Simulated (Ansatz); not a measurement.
System: a slab cut from SnS₂ (slab content Sn₇S₁₆), space group P-3m1 (No. 164).

Starting cell:
```
CELL_PARAMETERS angstrom
3.65131 0.00000 0.00000
-1.82566 3.16213 0.00000
0.00000 0.00000 6.05892
ATOMIC_POSITIONS crystal
Sn 0.00000 0.00000 0.00000
S 0.66667 0.33333 0.24324
S 0.33333 0.66667 0.75676
```

Calculation (Ansatz 0.2.0): spacing and rumpling of the atomic planes of a slab cut from the relaxed bulk cell along the Miller plane (conventional indices), bottom to top, after all atoms relax, plane waves with PAW datasets, Γ-centred k mesh. Level: PBEsol, no spin polarisation.

space group in which the indices count 164; Miller index h 2; Miller index k 0; Miller index l 1; top plane S; bottom plane S; planes 15; surface cell (1, 1); slab thickness as cut 10.94 Å; vacuum 15 Å; surface area 45.73 Å²; surface a 3.651 Å; surface b 12.66 Å; surface angle 98.3 °; slab atoms 23; excess atoms S2; wave cutoff 420 eV; k mesh 7×3×1; occupations Gaussian; smearing width 0.05 eV; boundary dipole corrected.

What does the calculation give for the spacing change of each pair of planes? The cases: 1–2; 2–3; 3–4; 4–5; 5–6; 6–7; 7–8; 8–9; 9–10; 10–11; 11–12; 12–13; 13–14; 14–15.

The least value, −0.156 Å, is that of 2–3 and 13–14, and the largest, 0.158 Å, that of 1–2.

| pair of planes | spacing change (Å) | spacing to next (Å) | content of the two planes |
| --- | --- | --- | --- |
| 1–2 | 0.158 | 0.923 | S2 and Sn |
| 2–3 | −0.156 | 0.609 | Sn and S2 |
| 3–4 | 0.095 | 0.860 | S2 and Sn |
| 4–5 | −0.025 | 0.740 | Sn and S2 |
| 5–6 | −0.017 | 0.748 | S2 and Sn |
| 6–7 | 0.031 | 0.796 | Sn and S2 |
| 7–8 | −0.026 | 0.739 | S2 and Sn |
| 8–9 | −0.026 | 0.739 | Sn and S2 |
| 9–10 | 0.031 | 0.796 | S2 and Sn |
| 10–11 | −0.017 | 0.748 | Sn and S2 |
| 11–12 | −0.025 | 0.739 | S2 and Sn |
| 12–13 | 0.095 | 0.860 | Sn and S2 |
| 13–14 | −0.156 | 0.609 | S2 and Sn |
| 14–15 | 0.157 | 0.922 | Sn and S2 |

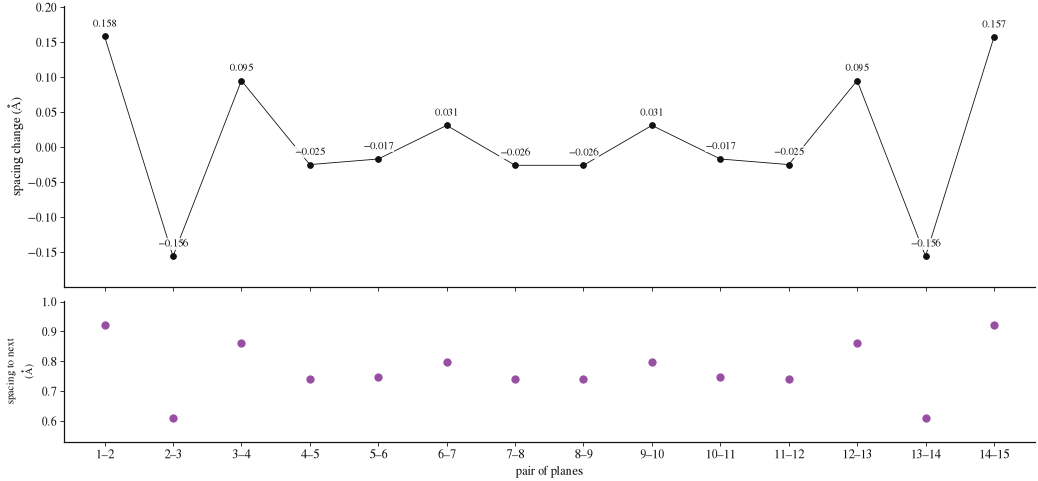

Caveats: k mesh lowers the symmetry; odd k mesh can miss points on the zone edge; polar or open-shell cut of an insulator, not reconstructed; the slab's middle relaxes too; xc potential rough in thin density.
